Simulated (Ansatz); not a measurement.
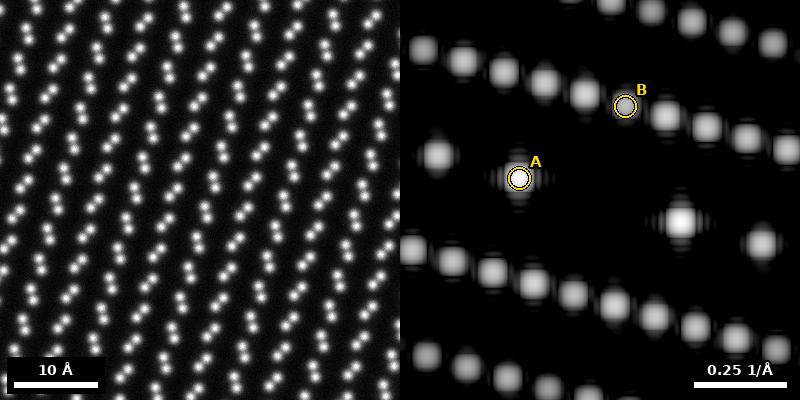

Z-contrast image of Se (P6_3mc, No. 186) along [100]. Simulated incoherent Z contrast: every atom adds Z^1.6 spread by a probe of 0.93 Å full width; channelling and multiple scattering are left out. The probe carries 25 % of its weight in a tail 2.5 times as wide. The display is stretched by a gamma of 0.8; percentages refer to the linear signal. Shot noise was added. Atomic positions: the end point of a relaxation with Ansatz, DFT PBE, scalar-relativistic, plane waves, PAW; the starting structure was generated, so it need not be a known form of this composition.

The right panel is the modulus of the image's Fourier transform on a logarithmic scale.

a = 4.336 Å, b = 4.336 Å, c = 8.772 Å, α = 90.00°, β = 90.00°, γ = 120.00°

**Index the marked spots and give their plane spacings (the zone axis points at the viewer; indices equivalent by symmetry, or all signs reversed, are as good).**

A: (0 0 -2), d = 4.39 Å; B: (0 -1 0), d = 3.75 Å. A and B enclose 90°, and every spot obeys the zone law hu + kv + lw = 0 for [100].
